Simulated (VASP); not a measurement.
Run report: Cu, geometry relaxation (part 2 of 3)

Cu (P6₃/mmc, 4 atoms in the cell); Kohn-Sham DFT of a periodic cell, PBE, VASP PAW PBE potentials, recommended, no spin polarisation (VASP 6.6.1); cutoff 600 eV, 18×18×6 k-mesh, Gaussian smearing of 0.1 eV. The structure derives from a Materials Project entry.

Geometry of the input (Å; fractional positions):
```
2.5308  0.0000  0.0000
-1.2654  2.1917  0.0000
0.0000  0.0000  8.2618
Cu 0.0000  0.0000  0.0000
Cu 0.3333  0.6667  0.2500
Cu 0.0000  0.0000  0.5000
Cu 0.6667  0.3333  0.7500
```

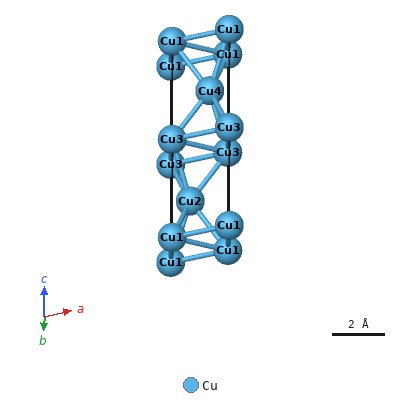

Fig. 1: The starting structure (ball-and-stick view of the cell of the calculation, seen at an oblique angle; atoms are numbered from 1 in the order of the input). An atom can appear more than once, as a periodic image.

## Parts of OUTCAR, continued
```
   k-points           NKPTS =    148   k-points in BZ     NKDIM =    148   number of bands    NBANDS=     26
   number of dos      NEDOS =    301   number of ions     NIONS =      4
   total plane-waves  NPLWV =  28000
   dimension x,y,z NGX =    20 NGY =   20 NGZ =   70
   dimension x,y,z NGXF=    40 NGYF=   40 NGZF=  140
   ions per type =               4
   NGX,Y,Z   is equivalent  to a cutoff of  13.14, 13.14, 14.09 a.u.
   NGXF,Y,Z  is equivalent  to a cutoff of  26.28, 26.28, 28.17 a.u.
 SYSTEM =  Cu
   PREC   = accura    normal or accurate (medium, high low for compatibility)
   ISTART =      0    job   : 0-new  1-cont  2-samecut
   ICHARG =      2    charge: 1-file 2-atom 10-const
   ISPIN  =      1    spin polarized calculation?
   LNONCOLLINEAR =      F non collinear calculations
   LSORBIT =      F    spin-orbit coupling
   LASPH  =      T    aspherical Exc in radial PAW
   ENCUT  =  600.0 eV  44.10 Ry    6.64 a.u.   5.05  5.05 16.50*2*pi/ulx,y,z
   NELM   =    100;   NELMIN=  2; NELMDL= -5     # of ELM steps
   EDIFF  = 0.1E-05   stopping-criterion for ELM
   LREAL  =      F    real-space projection
   EDIFFG = -.5E-02   stopping-criterion for IOM
   NSW    =    100    number of steps for IOM
   IBRION =      2    ionic relax: 0-MD 1-quasi-New 2-CG
   NFREE  =      1    steps in history (QN), initial steepest desc. (CG)
   ISIF   =      3    stress and relaxation
   ISYM   =      2    0-nonsym 1-usesym 2-fastsym
   POTIM  = 0.5000    time-step for ionic-motion
   TEBEG  =    0.0;   TEEND  =   0.0 temperature during run
   PSTRESS=    0.0 pullay stress
   NELECT =      44.0000    total number of electrons
   NUPDOWN=      -1.0000    fix difference up-down
   EMIN   =  10.00;   EMAX   =-10.00  energy-range for DOS
   EFERMI =   0.00;   METHOD = LEGACY
   ISMEAR =     0;   SIGMA  =   0.10  broadening in eV -4-tet -1-fermi 0-gaus
   EFERMI_NEDOS =   21; number of points for ismear=-14 and -15
   IALGO  =     68    algorithm
   IMIX   =      4    mixing-type and parameters
     AMIX     =   0.40;   BMIX     =  1.00
     AMIX_MAG =   1.60;   BMIX_MAG =  1.00
  volume/ion in A,a.u.               =      11.46        77.31
  Fermi-wavevector in a.u.,A,eV,Ry     =   1.615062  3.052025 35.489789  2.608426
  Thomas-Fermi vector in A             =   2.709870
   LORBIT       =      0    0 simple, 1 ext, 2 COOP (PROOUT), +10 PAW based schemes
   GGA     = PE    functional components
   LHFCALC =     F    Hartree Fock is set to
   AEXX    =    0.0000 exact exchange contribution
   IVDW    =     0    specifies the selected vdW correction
   LEPSILON=     F    determine dielectric tensor
   LRPA    =     F    only Hartree local field effects (RPA)
 conjugate gradient relaxation of ions
 non-spin polarized calculation
 RMM-DIIS sequential band-by-band and
 Gauss-broadening in eV      SIGMA  =   0.10
  energy-cutoff  :      600.00
  volume of cell :       45.83
 maximum number of plane-waves:      1551
   NGX = 11   NGY = 11   NGZ = 33

--------------------------------------- Ionic step        1  -------------------------------------------

 number of electron      44.0000004 magnetization

 Free energy of the ion-electron system (eV)
  ---------------------------------------------------
  ext. energy  EPLUGINS =         0.00000000
  ---------------------------------------------------
  free energy    TOTEN  =       -14.84706034 eV

  energy without entropy =      -14.83994764  energy(sigma->0) =      -14.84350399

------------------------ aborting loop because EDIFF is reached ----------------------------------------

  FORCE on cell =-STRESS in cart. coord.  units (eV):
  Direction    XX          YY          ZZ          XY          YZ          ZX
  --------------------------------------------------------------------------------------
  -------------------------------------------------------------------------------------
  Total        2.1542934      2.1542934      2.1963872     -0.0000000      0.0000000      0.0000000
  in kB       75.3192554     75.3192554     76.7909580     -0.0000000      0.0000000      0.0000000
  external PRESSURE =      75.8098229 kB  Pullay stress =       0.0000000 kB

 VOLUME and BASIS-vectors are now :
 -----------------------------------------------------------------------------
  energy-cutoff  :      600.00
  volume of cell :       45.83
      direct lattice vectors                 reciprocal lattice vectors
     2.530764027  0.000000000  0.000000000     0.395137591  0.228132794  0.000000000
    -1.265382013  2.191705938  0.000000000     0.000000000  0.456265589  0.000000000
     0.000000000  0.000000000  8.261815080     0.000000000  0.000000000  0.121038778

 POSITION                                       TOTAL-FORCE (eV/Angst)
 -----------------------------------------------------------------------------------
      0.00000      0.00000      0.00000         0.000000      0.000000      0.000000
     -0.00000      1.46114      2.06545         0.000000      0.000000     -0.000000
      0.00000      0.00000      4.13091         0.000000      0.000000      0.000000
      1.26538      0.73057      6.19636        -0.000000     -0.000000      0.000000
 -----------------------------------------------------------------------------------
    total drift:                               -0.000000      0.000000      0.000000

  FREE ENERGIE OF THE ION-ELECTRON SYSTEM (eV)
  ---------------------------------------------------
  free  energy   TOTEN  =       -14.8470603406 eV

  energy  without entropy=      -14.8399476352  energy(sigma->0) =      -14.84350399

--------------------------------------- Ionic step        2  -------------------------------------------

 number of electron      43.9999976 magnetization

------------------------ aborting loop because EDIFF is reached ----------------------------------------

  FORCE on cell =-STRESS in cart. coord.  units (eV):
  Direction    XX          YY          ZZ          XY          YZ          ZX
  --------------------------------------------------------------------------------------
  -------------------------------------------------------------------------------------
  Total       -1.4497788     -1.4497788     -1.4435697      0.0000000     -0.0000000      0.0000000
  in kB      -46.9103402    -46.9103402    -46.7094325      0.0000000     -0.0000000      0.0000000
  external PRESSURE =     -46.8433710 kB  Pullay stress =       0.0000000 kB

 VOLUME and BASIS-vectors are now :
 -----------------------------------------------------------------------------
  energy-cutoff  :      600.00
  volume of cell :       49.52
      direct lattice vectors                 reciprocal lattice vectors
     2.596518862 -0.000000000  0.000000000     0.385131036  0.222355507 -0.000000000
    -1.298259431  2.248651296 -0.000000000     0.000000000  0.444711015 -0.000000000
     0.000000000  0.000000000  8.480669631     0.000000000  0.000000000  0.117915217

 POSITION                                       TOTAL-FORCE (eV/Angst)
 -----------------------------------------------------------------------------------
      0.00000     -0.00000      0.00000         0.000000      0.000000      0.000000
     -0.00000      1.49910      2.12017        -0.000000      0.000000      0.000000
      0.00000      0.00000      4.24033         0.000000     -0.000000      0.000000
      1.29826      0.74955      6.36050         0.000000     -0.000000     -0.000000
 -----------------------------------------------------------------------------------
    total drift:                               -0.000000      0.000000      0.000000

  FREE ENERGIE OF THE ION-ELECTRON SYSTEM (eV)
  ---------------------------------------------------
  free  energy   TOTEN  =       -14.8789715496 eV

  energy  without entropy=      -14.8718722338  energy(sigma->0) =      -14.87542189

--------------------------------------- Ionic step        3  -------------------------------------------

 number of electron      43.9999983 magnetization

------------------------ aborting loop because EDIFF is reached ----------------------------------------

  FORCE on cell =-STRESS in cart. coord.  units (eV):
  Direction    XX          YY          ZZ          XY          YZ          ZX
  --------------------------------------------------------------------------------------
  -------------------------------------------------------------------------------------
  Total       -0.0744691     -0.0744691     -0.0581734      0.0000000     -0.0000000      0.0000000
  in kB       -2.4813894     -2.4813894     -1.9383999      0.0000000     -0.0000000      0.0000000
  external PRESSURE =      -2.3003929 kB  Pullay stress =       0.0000000 kB

 VOLUME and BASIS-vectors are now :
 -----------------------------------------------------------------------------
  energy-cutoff  :      600.00
  volume of cell :       48.08
      direct lattice vectors                 reciprocal lattice vectors
     2.571388658 -0.000000000  0.000000000     0.388894925  0.224528590 -0.000000000
    -1.285694329  2.226887901 -0.000000000     0.000000000  0.449057180 -0.000000000
     0.000000000  0.000000000  8.397027728     0.000000000  0.000000000  0.119089758

 POSITION                                       TOTAL-FORCE (eV/Angst)
 -----------------------------------------------------------------------------------
     -1.28569      2.22689     -0.00000         0.000000      0.000000      0.000000
     -0.00000      1.48459      2.09926         0.000000     -0.000000     -0.000000
     -1.28569      2.22689      4.19851         0.000000     -0.000000      0.000000
      1.28569      0.74230      6.29777        -0.000000      0.000000      0.000000
 -----------------------------------------------------------------------------------
    total drift:                               -0.000000      0.000000      0.000000

  FREE ENERGIE OF THE ION-ELECTRON SYSTEM (eV)
  ---------------------------------------------------
  free  energy   TOTEN  =       -14.8964269958 eV

  energy  without entropy=      -14.8893382148  energy(sigma->0) =      -14.89288261

--------------------------------------- Ionic step        4  -------------------------------------------

 number of electron      43.9999983 magnetization

------------------------ aborting loop because EDIFF is reached ----------------------------------------

  FORCE on cell =-STRESS in cart. coord.  units (eV):
  Direction    XX          YY          ZZ          XY          YZ          ZX
  --------------------------------------------------------------------------------------
  -------------------------------------------------------------------------------------
  Total        0.0293154      0.0293154      0.0461566     -0.0000000      0.0000000      0.0000000
  in kB        0.9782594      0.9782594      1.5402523     -0.0000000      0.0000000      0.0000000
  external PRESSURE =       1.1655904 kB  Pullay stress =       0.0000000 kB

 VOLUME and BASIS-vectors are now :
 -----------------------------------------------------------------------------
  energy-cutoff  :      600.00
  volume of cell :       48.01
      direct lattice vectors                 reciprocal lattice vectors
     2.570136462 -0.000000000  0.000000000     0.389084399  0.224637982 -0.000000000
    -1.285068231  2.225803467 -0.000000000     0.000000000  0.449275965 -0.000000000
     0.000000000  0.000000000  8.392859992     0.000000000  0.000000000  0.119148896

 POSITION                                       TOTAL-FORCE (eV/Angst)
 -----------------------------------------------------------------------------------
      0.00000     -0.00000      0.00000         0.000000      0.000000      0.000000
     -0.00000      1.48387      2.09821        -0.000000     -0.000000     -0.000000
      0.00000      0.00000      4.19643         0.000000     -0.000000      0.000000
      1.28507      0.74193      6.29464         0.000000      0.000000      0.000000
 -----------------------------------------------------------------------------------
    total drift:                               -0.000000      0.000000      0.000000

  FREE ENERGIE OF THE ION-ELECTRON SYSTEM (eV)
  ---------------------------------------------------
  free  energy   TOTEN  =       -14.8963960870 eV

  energy  without entropy=      -14.8893077374  energy(sigma->0) =      -14.89285191

--------------------------------------- Ionic step        5  -------------------------------------------

 number of electron      43.9999983 magnetization

------------------------ aborting loop because EDIFF is reached ----------------------------------------

  FORCE on cell =-STRESS in cart. coord.  units (eV):
  Direction    XX          YY          ZZ          XY          YZ          ZX
  --------------------------------------------------------------------------------------
  -------------------------------------------------------------------------------------
  Total        0.0727202      0.0727202      0.0898518     -0.0000000      0.0000000      0.0000000
  in kB        2.4266373      2.4266373      2.9983112     -0.0000000      0.0000000      0.0000000
  external PRESSURE =       2.6171953 kB  Pullay stress =       0.0000000 kB

 VOLUME and BASIS-vectors are now :
 -----------------------------------------------------------------------------
  energy-cutoff  :      600.00
  volume of cell :       48.01
      direct lattice vectors                 reciprocal lattice vectors
     2.569997643 -0.000000000  0.000000000     0.389105415  0.224650116 -0.000000000
    -1.284998821  2.225683246 -0.000000000     0.000000000  0.449300233 -0.000000000
     0.000000000  0.000000000  8.393912417     0.000000000  0.000000000  0.119133957

 POSITION                                       TOTAL-FORCE (eV/Angst)
 -----------------------------------------------------------------------------------
      0.00000      0.00000      0.00000         0.000000     -0.000000     -0.000000
     -0.00000      1.48379      2.09848        -0.000000      0.000000     -0.000000
     -1.28500      2.22568      4.19696         0.000000     -0.000000     -0.000000
      1.28500      0.74189      6.29543         0.000000     -0.000000      0.000000
 -----------------------------------------------------------------------------------
    total drift:                               -0.000000      0.000000      0.000000

  FREE ENERGIE OF THE ION-ELECTRON SYSTEM (eV)
  ---------------------------------------------------
  free  energy   TOTEN  =       -14.8963986403 eV

  energy  without entropy=      -14.8893090379  energy(sigma->0) =      -14.89285384

--------------------------------------- Ionic step        6  -------------------------------------------

 number of electron      43.9999984 magnetization

------------------------ aborting loop because EDIFF is reached ----------------------------------------
```
